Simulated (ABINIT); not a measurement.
```yaml
crystal:
  lattice:
    - [2.85161, 0.00000, 0.00000]
    - [-1.42580, 2.46956, 0.00000]
    - [0.00000, 0.00000, 5.56750]
  atoms:
    - { symbol: Ti, position: [0.66667, 0.33333, 0.75000] }
    - { symbol: Ti, position: [0.33333, 0.66667, 0.25000] }
    - { symbol: O, position: [0.00000, 0.00000, 0.50000] }
    - { symbol: O, position: [0.00000, 0.00000, 0.00000] }
```

Space group P6₃/mmc; a structure from a database of computed crystals, not necessarily the ambient phase; computed pressure about −17 GPa in this cell.

Theory: Kohn-Sham DFT of a periodic cell, LDA, JTH PAW LDA v2.0 (ABINIT).

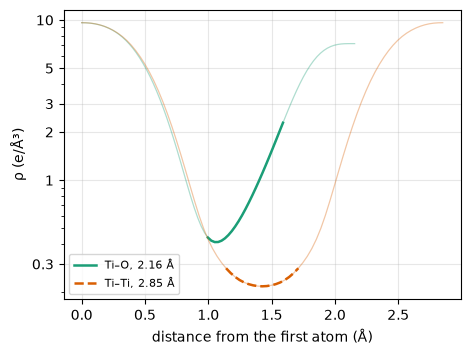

TiO. Valence charge density (pseudo) along straight lines between neighbouring atoms. Thin, pale parts lie inside the atomic spheres.

The density is the valence pseudo-density of a PAW calculation; it isn't the true density close to the nuclei.

**Compare the contacts.**

Ti–O (2.16 Å): the density is about 0.41 e/Å³ at the midpoint.
Ti–Ti (2.85 Å): the density is about 0.22 e/Å³ at the midpoint.
